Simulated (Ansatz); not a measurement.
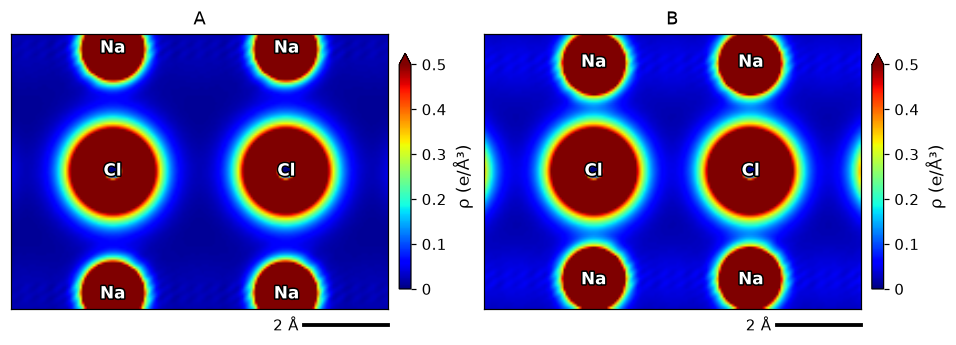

NaCl. The valence electron density of two cells that differ in size and shape, on the (011̄) plane of each (indices in the axes of the calculation cell), at one length scale and on one colour scale: A has 25.5 Å³ an atom and B 18.5.

Method: DFT PBEsol, scalar-relativistic, plane waves, PAW (Ansatz 0.2.0).

In a PAW calculation such maps are meaningful between the atoms, not at the nuclei.

Question: What does the compression do to the bonding and the properties?

Answer: From the larger cell to the smaller, Na–Cl goes from 2.95 to 2.61 Å, and the density at its midpoint from 0.11 to 0.2 e/Å³; the pressure goes from −2.7 to 7 GPa; the Kohn–Sham gap goes from 4.5 eV to 5.8 eV.
